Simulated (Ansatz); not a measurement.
W: several calculations on one system

Part 1: Relaxation

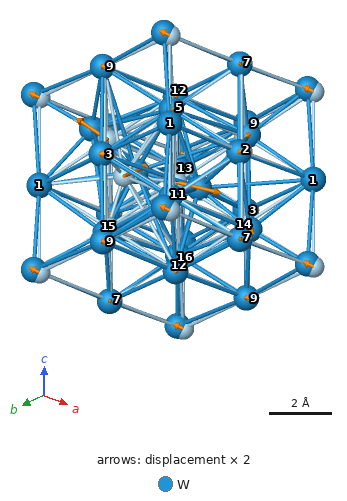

A relaxation of a defect cell of composition W. The starting structure is drawn faded, the final one solid; orange arrows show the displacements, 2 times their true length.

A ball-and-stick model of the cell of the calculation (origin shifted), seen from a free direction.

It is an interstitial W in bcc W. The run prepares the start of a later molecular dynamics calculation, from a guessed geometry. The atoms of the start lie slightly off their symmetric places, so part of the fall in energy undoes that.

Theory: DFT PBEsol, scalar-relativistic, plane waves, PAW in Ansatz.

Input
```yaml
crystal:
  lattice:
    - [6.32, 0.0, 0.0]
    - [0.0, 6.32, 0.0]
    - [0.0, 0.0, 6.32]
  atoms:
    - { symbol: W, position: [0.0, 0.0, 0.0] }
    - { symbol: W, position: [0.5, 0.0, 0.0] }
    - { symbol: W, position: [0.0, 0.5, 0.0] }
    - { symbol: W, position: [0.0, 0.0, 0.5] }
    - { symbol: W, position: [0.25, 0.25, 0.25] }
    - { symbol: W, position: [0.5, 0.5, 0.0] }
    - { symbol: W, position: [0.5, 0.0, 0.5] }
    - { symbol: W, position: [0.75, 0.25, 0.25] }
    - { symbol: W, position: [0.0, 0.5, 0.5] }
    - { symbol: W, position: [0.25, 0.75, 0.25] }
    - { symbol: W, position: [0.25, 0.25, 0.75] }
    - { symbol: W, position: [0.5, 0.5, 0.5] }
    - { symbol: W, position: [0.75, 0.75, 0.25] }
    - { symbol: W, position: [0.75, 0.25, 0.75] }
    - { symbol: W, position: [0.25, 0.75, 0.75] }
    - { symbol: W, position: [0.75, 0.75, 0.75] }
    - { symbol: W, position: [0.2519891, 0.6292928, 0.0008702] }
basis:
  ecutwfc: 420.0
kpoints:
  mp_grid: { grid: [2, 2, 2] }
hamiltonian:
  xc: pbesol
scf:
  occupations: { method: fermi_dirac, width: 0.1 }
  lower_state_search: "off"
relax:
  f_tol: 0.08
  max_steps: 25
  adjacent_minimum: "off"
```

Run as
```bash
ansatz run input.yaml --threads 2 --pin off --max-ram 5120MiB --backend cpu --events-out ev --progress --plain --runs-dir out
```

What happened in the run?

Answer. The atom that moves furthest is W6 (0.78 Å along [2 −2 −1]). The cell stays as it was. Some distances before and after: W6–W10 2.737 → 4.160 Å, W13–W17 3.601 → 2.814 Å, W1–W6 4.469 → 3.728 Å, W3–W17 1.790 → 2.504 Å. New bonds form, among them: W10–W15 (3.16 → 2.56 Å), W2–W6 (3.16 → 2.62 Å), W3–W6 (3.16 → 2.60 Å). Bonds break, among them: W6–W10 (2.74 → 4.16 Å). The energy falls by 34.896 eV per cell of the calculation in 12 accepted moves (15 points after the start). Largest force component: 44 eV/Å at the start, 0.072 eV/Å at the end. The line search rejected the trial steps at points 8, 12, 14 of the run.

Limits of the set-up: the k-point mesh is coarse for a cell with partly filled bands; the periodic images lie only 6.3 Å apart, so the values are limited by the cell's size.

Part 2: Dynamics

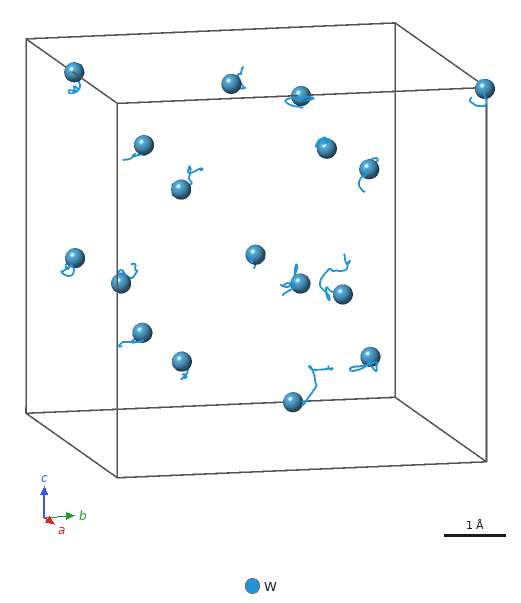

First-principles dynamics of W with an interstitial W (17 atoms in the cell), 540 fs long. Lines trace each atom's path, in the colour of its element; spheres stand at the starting positions. Seen slightly off an axis in the simulation cell.

The calculation used Ansatz, DFT PBEsol, scalar-relativistic, plane waves, PAW. Run with plane-wave cutoff 420 eV; k-point mesh 2 × 2 × 2; Fermi-Dirac smearing 0.1 eV; Langevin thermostat (NVT); set temperature 1200 K; time step 3 fs; friction 0.005 per fs.

### Describe the motion.

In the second half of the run the atoms are, in the root-mean-square, this far from where they began (common drift taken out): W 0.39 Å. That is small against the typical shortest distance between atoms in the first frame, about 2.6 Å: the atoms vibrate about their sites and the arrangement holds. Over the second half the temperature averages 1082 K (spread ±182 K). The potential energy in the second half lies on average 141 meV per atom above the first frame.

Limits of the set-up: the k-point mesh is coarse for a cell with partly filled bands; the periodic images lie only 6.3 Å apart, so the values are limited by the cell's size.

The run took 35 min on 2 threads of Arm Neoverse N1, on a shared host, peak memory 1 GiB.

Part 3: Dynamics

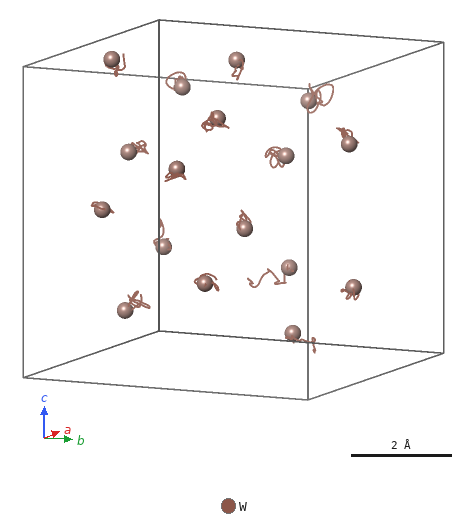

Molecular dynamics of W with an interstitial W (17 atoms in the cell), 810 fs long. It starts from the last geometry of an earlier run, with fresh velocities. Lines trace each atom's path, in the colour of its element; spheres stand at the starting positions. Seen from a free direction in the simulation cell.

Level of theory: DFT PBEsol, scalar-relativistic, plane waves, PAW (Ansatz 0.2.0). Run with plane-wave cutoff 420 eV; k-point mesh 2 × 2 × 2; Fermi-Dirac smearing 0.1 eV; Langevin thermostat (NVT); set temperature 1680 K; time step 3 fs; friction 0.005 per fs.

### Describe the motion.

In the second half of the run the atoms are, in the root-mean-square, this far from where they began (common drift taken out): W 0.38 Å. That is small against the typical shortest distance between atoms in the first frame, about 2.5 Å: the atoms vibrate about their sites and the arrangement holds.

Limits of the set-up: the k-point mesh is coarse for a cell with partly filled bands; the periodic images lie only 6.3 Å apart, so the values are limited by the cell's size.
